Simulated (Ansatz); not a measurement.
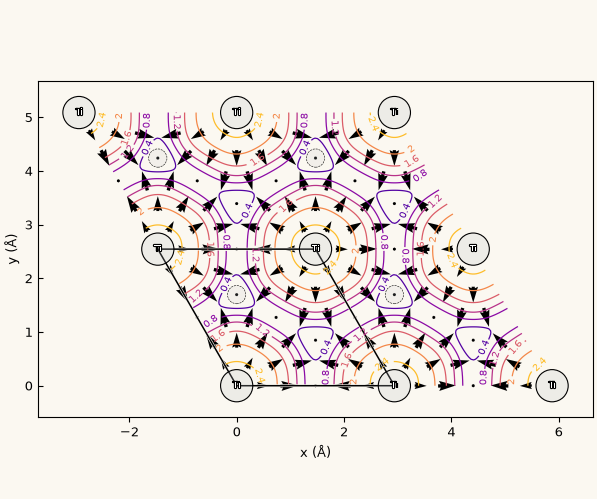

Energy landscape of C on a Ti(001) slab cut from the P6_3/mmc phase, its upper half relaxed before the scan (4 atoms of substrate and one adsorbate in a 1 × 1 cell). C is moved over the surface cell; relaxed at each place: the height of the adsorbate's atoms; substrate rigid; the origin of the map has the adsorbate above Ti4. Places are given modulo a cell vector. The map is drawn in real space over the plane of the surface. The grid has 6 × 6 points; 10 points were computed and 26 follow by symmetry. All energies are given in eV relative to the lowest grid point. With one adsorbate in each 1 × 1 cell, its nearest image is 2.9 Å away, so neighbouring adsorbates interact. Level of theory: Ansatz, DFT PBE, scalar-relativistic, plane waves, PAW. Settings: cutoff 420 eV, k-mesh 9×9×1, gaussian smearing 0.1 eV, no spin polarisation.

In the figure: contour lines labelled in eV, arrows along the force (downhill), their lengths compressed, labelled circles for the atoms of the top layer and small ones for the second layer, the outline of one cell of the 2 × 2 shown. Between grid points the surface is interpolated. 

What does the map say about the system?

Answer. The lowest grid point is at a threefold hollow over a second-layer Ti atom, (2/6, 4/6) of the cell vectors. There is a further well near a threefold hollow, (4/6, 2/6) of the cell vectors (0.07 eV above the lowest at that grid point). The highest grid point, the top site over a surface Ti atom, (0/6, 0/6) of the cell vectors, lies 2.62 eV above the lowest. On the interpolated surface the easiest way out of the lowest well to the well at a threefold hollow, (4/6, 2/6) of the cell vectors passes a barrier of about 0.55 eV. At the lowest point the adsorbate has 3 Ti at 1.90 Å as nearest neighbours, at the highest 1 Ti at 1.97 Å. Its relaxed height above the top atom is 0.86 Å at the lowest and 1.97 Å at the highest point.

Each point was launched as `ansatz run input.yaml --threads 1 --pin off --max-ram 3072MiB --backend cpu --events-out ev --progress --plain --runs-dir out`. Time for the 10 points that were run: 14 min on 1 thread of Arm Neoverse V1, with other jobs on the host.
